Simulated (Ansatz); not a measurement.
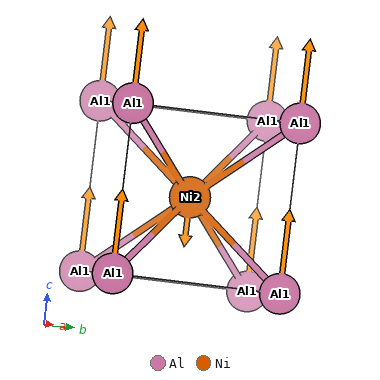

The system is AlNi (Pm-3m, No. 221; 2 atoms in the cell); the picture shows the reference structure; orange arrows give the pattern of the mode. 
- The energy is mapped over a normal mode and a strain (zone-centre modes of the 2-atom cell of this scan) (x, y and z along the cube axes).
- The first coordinate is: amplitude of mode 6 (289 cm⁻¹), largest displacement in the unstrained cell; the second: equal normal strain along x, y and z.
- Nothing is relaxed (the pattern is fixed in fractional coordinates).
- The grid has 11 × 7 points; 42 points were computed and 35 follow by symmetry.
- Points are written as (first, second).
- Energies: meV per cell, counted from the lowest grid point.
- The runs have no spin polarisation; a magnetic state may lie lower.
- These are results of DFT PBE, scalar-relativistic, plane waves, PAW (Ansatz), not measurements. Settings: cutoff 520 eV, k-mesh 16×16×16, gaussian smearing 0.15 eV, no spin polarisation.

Its coordinates:

```
CELL_PARAMETERS angstrom
2.89272 0.00000 0.00000
0.00000 2.89272 0.00000
0.00000 0.00000 2.89272
ATOMIC_POSITIONS crystal
Al 0.00000 0.00000 0.00000
Ni 0.50000 0.50000 0.50000
```

The input of one point:

```yaml
crystal:
  lattice:
    - [2.8927237805, 0.0, 0.0]
    - [0.0, 2.8927237805, 0.0]
    - [0.0, 0.0, 2.8927237805]
  atoms:
    - { symbol: Al, position: [0.0, 0.0, 0.0] }
    - { symbol: Ni, position: [0.5, 0.5, 0.5] }
basis:
  ecutwfc: 520.0
kpoints:
  mp_grid: { grid: [16, 16, 16] }
hamiltonian:
  xc: pbe
  pseudopotentials: { kind: paw, azcp: { folder: soft_1 } }
scf:
  occupations: { method: gaussian, width: 0.15 }
output:
  forces: true
  stress: true
  eigenvalues: true
```

Range: amplitude of mode 6 (289 cm⁻¹), largest displacement in the unstrained cell from −0.10 to 0.10 Å; equal normal strain along x, y and z from −2.50 to 2.50 %.

Predict the map.

Answer. The lowest grid point is at (0.00 Å, 0.00 %). No other kind of well shows on this grid. The highest grid point, (−0.10 Å, −2.50 %), lies 150 meV above the lowest.

```csv
"second ↓, first →",−0.10,−0.08,−0.06,−0.04,−0.02,0.00,0.02,0.04,0.06,0.08,0.10
2.50,108,92,79,70,64,62,64,70,79,92,108
1.67,79,61,47,37,31,29,31,37,47,61,79
0.83,63,43,27,16,9,7,9,16,27,43,63
0.00,60,39,22,10,2,0,2,10,22,39,60
−0.83,73,50,31,18,10,8,10,18,31,50,73
−1.67,103,77,57,43,35,32,35,43,57,77,103
−2.50,150,123,101,86,77,74,77,86,101,123,150
```

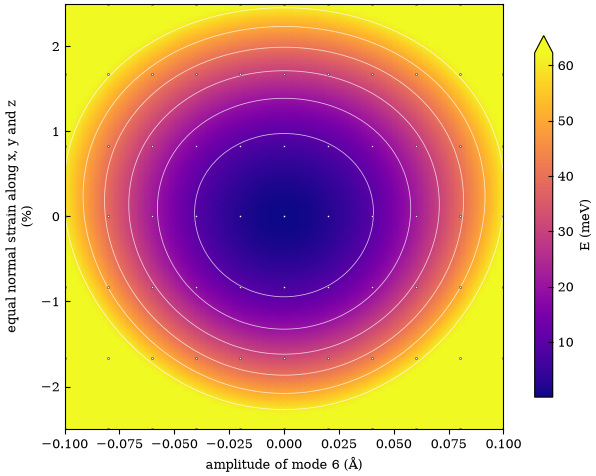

In the figure: a smooth colour map with a few white contour lines, dots at the grid points, one colour for all values above the top of the scale. Between grid points the surface is interpolated.

Each point was launched as `ansatz run input.yaml --threads 2 --pin off --max-ram 4096MiB --backend cpu --events-out ev --progress --plain --runs-dir out`. The whole map (42 points run) took 11 min on 2 threads of Arm Neoverse N1, with other jobs on the host.
